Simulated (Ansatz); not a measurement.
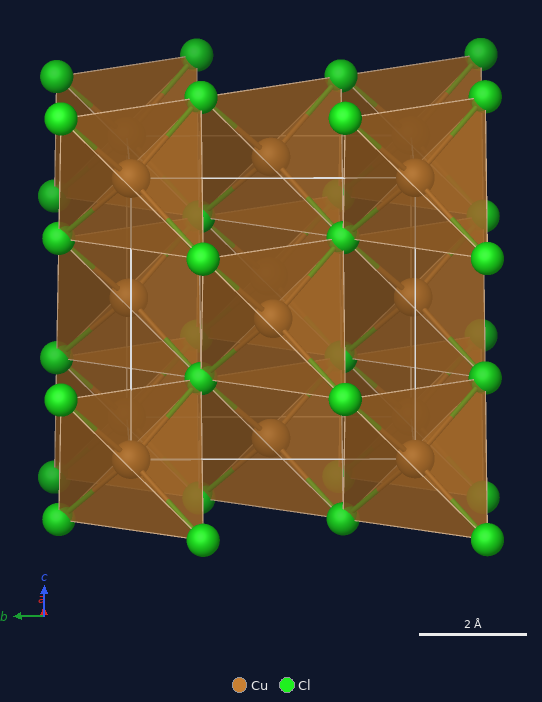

The structure as given in the input (polyhedral view of the cell 4 times as large as that of the calculation, set on its symmetry axes, seen at an oblique angle; polyhedra are completed across the faces of the cell).

# Single-point calculation of CuCl

CuCl (2 atoms in the cell), computed with DFT, PBE, plane waves, PAW, no spin polarisation (Ansatz 0.2.0).

The structure was built on a prototype by a generator. The geometry comes from this level: r2SCAN. It belongs to a series of runs on one base structure; here: scf.mixing.beta = 1.0.

What the program printed:
```
scf.n_extra_bands = 4 over 13 filled bands (N_el = 26.0): the run solves 17 bands
Engine: ansatz 0.2.0, aarch64-unknown-linux-gnu
Pseudopotentials: kind: paw
Pseudopotential: Cu, paw, valence charge 19, recommended cutoff 420 eV (normal), Cu.paw.azcp
Pseudopotential: Cl, paw, valence charge 7, recommended cutoff 420 eV (normal), Cl.paw.azcp
Functional definition: PBE
  parameter kappa = 0.804
  parameter beta = 0.06672455060314922
  exchange = pbe_x(kappa = kappa, mu = beta*pi^2/3)
  correlation = pbe_c(beta = beta)
Crystal: 2 atoms, lattice volume = 38.444 Å³
Basis set: ecut = 420 eV, 749 PW (Γ), exchange–correlation on 54×54×54 points (8 copies of the dense FFT grid, shifted against one another)
Bands: 17, of which v1, the nominal top of the filled ones, is band 13 counted from 1 (12 counted from 0)
Symmetry: 24 space group operations
Space group: F-43m (ITA 216), of the structure as read, at distance tolerance 3.4e-5 Å
k-points: 16 of 216 (time reversal used)
Non-local potential: Cu, projectors of the file, l = 0: 3, l = 1: 2, l = 2: 3, l = 3: 1
Non-local potential: Cl, projectors of the file, l = 0: 2, l = 1: 2, l = 2: 2
PAW form: soft (Blöchl's): semilocal exchange-correlation on the pseudo side does not see the compensation charge
PAW one-centre angular grid: Cu, 590 points (default); XC on 64 Gauss nodes
PAW one-centre angular grid: Cl, 110 points (default); XC on 64 Gauss nodes
Initial density: superposition of atomic densities (neutral atoms: chi_scale 0, normalization atom), corrected by the library's trained network
Initial wavefunctions: pseudopotential atomic-orbital guess
Functional: x = pbe(κ = 0.804, μ = 0.2195149727645171), c = pbe(β = 0.06672455060314922)
SCF iter   1: F=—  HF=-7705.420946 eV  |F-HF|=—  |Δ(HF+E_count)|=         —  Δρ=5.61e-4  dr2=8.54e-5  ethr=1.77e-3  ⟨swp⟩=5.1  Hψ=1209  notcnv=0  defer=28
preconditioner: auto → none  [insulator: Δε(μ)=0.585 eV  Ē_g=10.561 eV  n_scr=14 (ndim 8)  ℏωp=25.4 eV  f_vac=0.137  ε∞_Penn≈6.8]
SCF iter   2: F=—  HF=-7705.421305 eV  |F-HF|=—  |Δ(HF+E_count)|=   3.59e-4  Δρ=1.36e-3  dr2=5.04e-4  ethr=3.29e-7  ⟨swp⟩=3.1  Hψ=722  notcnv=0  defer=30
SCF iter   3: F=—  HF=-7705.421223 eV  |F-HF|=—  |Δ(HF+E_count)|=   8.20e-5  Δρ=8.44e-4  dr2=1.56e-4  ethr=3.29e-7  ⟨swp⟩=2.0  Hψ=514  notcnv=0  defer=30
SCF iter   4: F=—  HF=-7705.421187 eV  |F-HF|=—  |Δ(HF+E_count)|=   3.62e-5  Δρ=2.01e-4  dr2=1.52e-5  ethr=3.29e-7  ⟨swp⟩=2.8  Hψ=455  notcnv=0  defer=30
SCF iter   5: F=—  HF=-7705.421183 eV  |F-HF|=—  |Δ(HF+E_count)|=   3.88e-6  Δρ=3.31e-5  dr2=3.59e-7  ethr=5.85e-8  ⟨swp⟩=2.2  Hψ=376  notcnv=0  defer=30
SCF iter   6: F=-7705.421183 eV  HF=-7705.421183 eV  |F-HF|=1.02e-8  |Δ(HF+E_count)|=   7.27e-8  Δρ=7.10e-6  dr2=1.38e-8  ethr=3.85e-10  ⟨swp⟩=7.9  Hψ=1290  notcnv=0
SCF 1 converged in 6 iterations: F = -7705.421183 eV  dr2 = 1.38e-8
  greatest PAW one-centre occupation: 1.000 electrons in one spin orbital (limit 2), on the Cu atom at site 0 (counted from 0), in its partial waves of l = 0
```

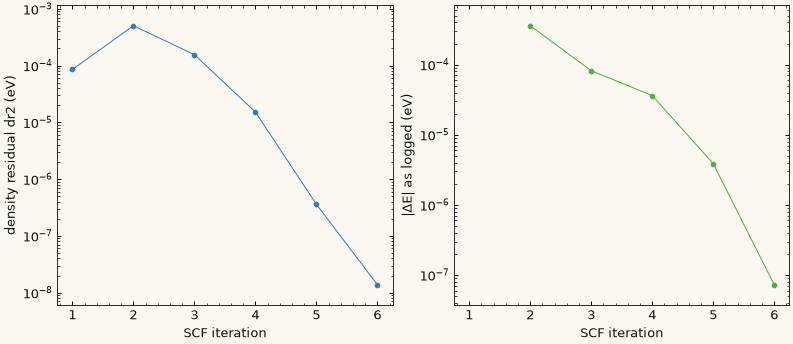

Convergence of the self-consistent field: density residual dr2 and size of the energy change against the SCF iteration. The residual comes down, with one marked jump up, by a factor of about 6, at step 2.

```
SCF converged after 6 iterations
Free energy (F): -7705.421183 eV
Harris-Foulkes:  -7705.421183 eV  (|F-HF|=1.02e-8)
Internal energy: -7705.421183 eV  (E = F + TS)
E sigma→0 (E₀):  -7705.421183 eV
Fermi energy:    7.780580 eV
--- Per-component energies (eV) ---
  E_band       = -510.680770
  E_kinetic    = 462.511323
  E_local      = -5820.852381  (includes V_loc(G=0)·N_el)
  E_nonlocal   = 436.124223
  E_hartree    = 2561.386477
  E_xc         = -194.272020
  E_vxc        = -234.444773  (∫ρ·V_xc dr)
  E_paw        = -2337.444739  (= ΣΔE_a)
  E_vpaw       = -476.802481  (= ΣTr[D̂ρ^β])
  E_aug_tail   = 0.000375  (compensation charges beyond the density's cutoff)
  E_ewald      = -2812.874442
  E_smearing   = -0.000000  (= −TS)
  E_closure    = 0.000000  (closes the sum)
  Σ components = -7705.421183   (vs F -7705.421183, Δ=0.00e0)
--- Forces (eV/Å), atoms counted from 1 ---
  atom   1  Cu    -0.00000000     0.00000000     0.00000000
  atom   2  Cl    -0.00000000     0.00000000    -0.00000000
  max |Σ_I F_I| component: 2.04e-16 eV/Å
--- Stress (GPa, compression-positive) ---
        1.988090       0.000000      -0.000000
        0.000000       1.988090       0.000000
       -0.000000       0.000000       1.988090
  P = ⅓ Tr σ = 1.9881 GPa (19.881 kbar)
--- Band table (eV; the first three rows and the last of 16) ---
  k-point 0: bands = ["-103.3734", "-60.8015", "-60.8015", "-60.8015", "-9.4170", "2.7070", "2.7070", "2.7070", "6.1931", "6.1931", "7.7806", "7.7806", "7.7806", "8.3751", "14.4191", "14.4191", "14.4191"]
  k-point 1: bands = ["-103.3735", "-60.8017", "-60.8016", "-60.8016", "-9.3032", "2.1985", "2.7158", "2.7158", "6.1801", "6.1801", "7.2216", "7.6467", "7.6467", "9.3960", "13.9488", "14.7477", "14.7477"]
  k-point 2: bands = ["-103.3735", "-60.8020", "-60.8016", "-60.8016", "-9.0612", "1.3444", "2.7274", "2.7274", "6.2104", "6.2104", "6.5981", "7.3552", "7.3552", "10.4944", "14.0566", "14.9634", "14.9634"]
  k-point 15: bands = ["-103.3734", "-60.8020", "-60.8018", "-60.8018", "-8.7739", "1.3255", "2.1374", "2.5251", "6.0021", "6.1297", "6.3786", "6.5938", "6.8807", "12.2292", "12.8544", "15.8884", "16.1520"]
```

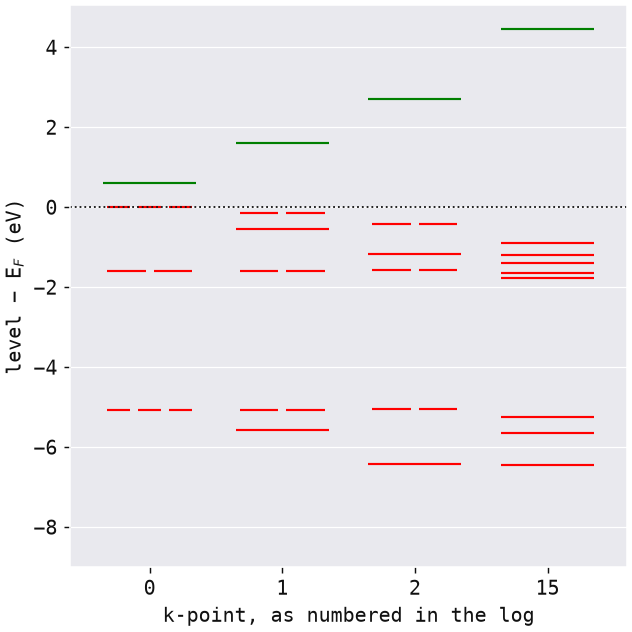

Kohn–Sham levels near the Fermi level (dotted) at the few k-points that the log prints; levels within 0.02 eV of each other stand side by side. Among these points the highest filled and lowest empty levels are 0.59 eV apart, which is the gap on the mesh.

The run was set up as follows.

Input:
```yaml
crystal:
  lattice:
    - [0.0, 2.6787561796, 2.6787561796]
    - [2.6787561796, 0.0, 2.6787561796]
    - [2.6787561796, 2.6787561796, 0.0]
  atoms:
    - { symbol: Cu, position: [0.0, 0.0, 0.0] }
    - { symbol: Cl, position: [0.25, 0.25, 0.25] }
kpoints:
  mp_grid: { grid: [6, 6, 6] }
hamiltonian:
  xc: pbe
scf:
  occupations: { method: fixed }
  n_extra_bands: 4
  mixing: { beta: 1.0 }
  max_iter: 59
output:
  forces: true
  stress: true
  eigenvalues: true
```

Launched with:
```bash
ansatz run input.yaml --threads 4 --pin off --max-ram 3686MiB --backend cpu --events-out ev --progress --plain --runs-dir out
```

Key numbers:

| quantity | value |
| --- | --- |
| outcome | converged |
| space group (tolerance 0.01 Å) | F-43m (216) |
| electrons treated | 26 |
| free energy | −7705.4212 eV |
| Fermi energy | 7.781 eV |
| gap on the k-point mesh | 0.59 eV |
| pressure | 1.99 GPa |
| largest force (length of the vector) | under 0.001 eV/Å |
| hardware | 4 threads of Arm Neoverse N1, 98 GiB of memory available, shared host |
| wall time | 0.89 s (CPU time 2.3 s) |
| peak memory | 0.33 GiB |

Remarks:

Settings chosen away from the usual ones: scf.mixing.beta = 1.0.
